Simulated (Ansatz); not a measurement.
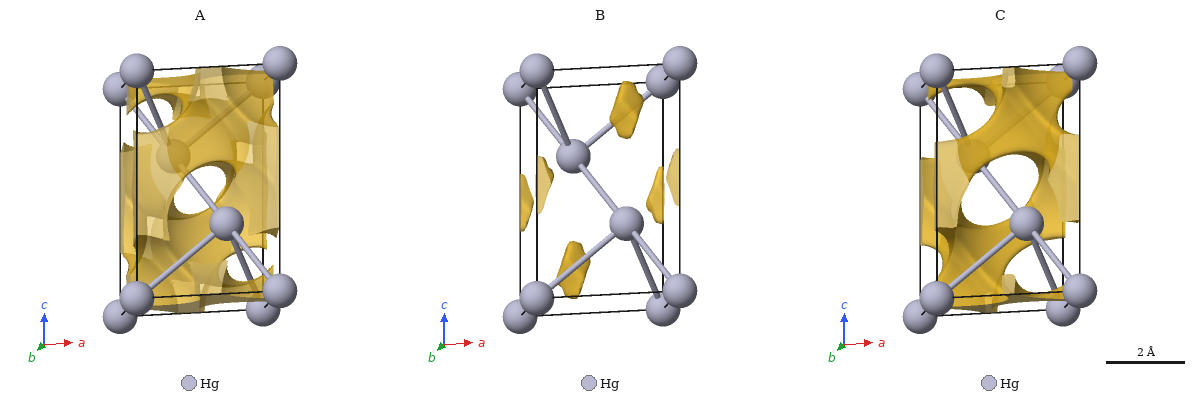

Three surfaces of the space that a probe's centre can reach in Hg in space group R-3m, computed for probe radii of 0.15, 0.35, 0.70 Å, in shuffled order. Pale faces close the region where the drawn box cuts it.

Atoms are hard spheres with metallic radii: Hg 1.51 Å.

Origin of the cell: coordinates from a relaxation at fixed volume with DFT r2SCAN, scalar-relativistic, plane waves, PAW (Ansatz 0.2.0).

```cif
data_structure
_symmetry_space_group_name_H-M 'R-3m:H'
_symmetry_Int_Tables_number 166
_cell_length_a 4.0579
_cell_length_b 4.0579
_cell_length_c 5.9509
_cell_angle_alpha 90.000
_cell_angle_beta 90.000
_cell_angle_gamma 120.000
_cell_volume 84.86
loop_
_atom_site_label
_atom_site_type_symbol
_atom_site_symmetry_multiplicity
_atom_site_Wyckoff_symbol
_atom_site_fract_x
_atom_site_fract_y
_atom_site_fract_z
_atom_site_occupancy
Hg1 Hg 3 a 0.00000 0.00000 0.00000 1
```

### Which panel belongs to which radius, and what does each show?

A: 0.15 Å, a three-dimensional network, 34 % of the volume. C: 0.35 Å, a three-dimensional network, 17 % of the volume. B: 0.70 Å, isolated pockets that do not connect across cells, 1.6 % of the volume. The larger the probe, the smaller the space left to it.
